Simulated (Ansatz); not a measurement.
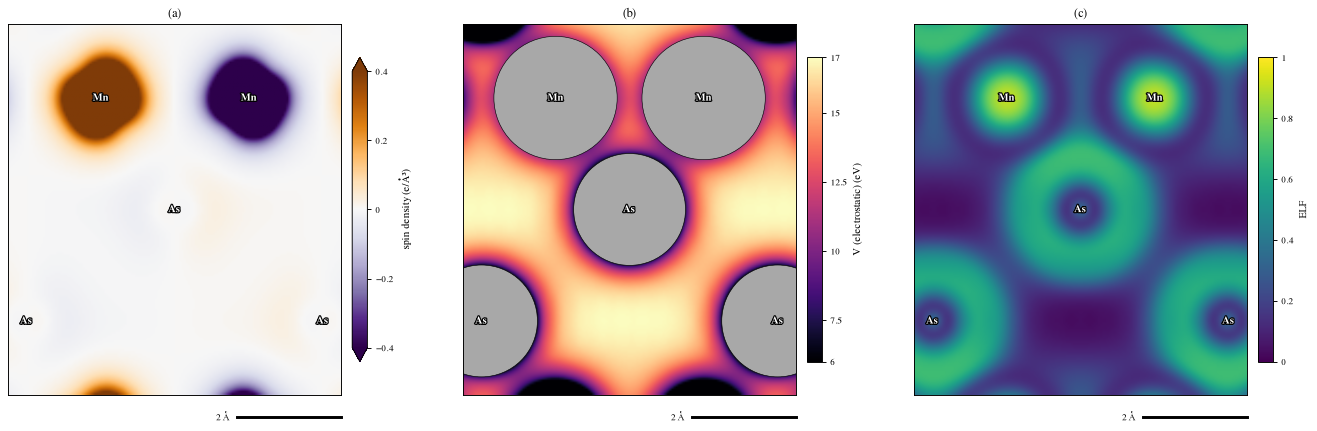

*MnAs. (a) spin density; (b) electrostatic potential (local pseudopotential plus Hartree) felt by an electron; (c) ELF on the (110) plane of the cell of the magnetic structure. Grey discs cover the atomic cores in the potential map.*

Space group P6₃/mmc; computed pressure about −11 GPa in this cell; the SCF solution may not be the lowest one; the program warned that another magnetic order may lie lower; spin-polarised.

These are results of Ansatz, Kohn-Sham DFT of a periodic cell, PBEsol, Ansatz PAW, not measurements.

The density is the valence pseudo-density of a PAW calculation; it isn't the true density close to the nuclei.

### What do the fields say about this system?

- Atoms in the plane: As and Mn.
- Mn–As (2.57 Å): the ELF is about 0.50 at the midpoint.
- The features right at Mn lie inside the PAW spheres, where the map follows smoothed inner orbitals and isn't to be read closely.
- The spin density sits on Mn: +3.0 μB and −3.0 μB in one cell of 4 atoms: antiferromagnetic in this solution, which needn't be the ground state, with every nearest magnetic neighbour opposed. The cell of the calculation (4 atoms) carries 0.0 μB of net spin moment.
- Outside the cores the potential energy rises away from the atoms and is highest about 2.1 Å from the nearest atoms; its zero is arbitrary.
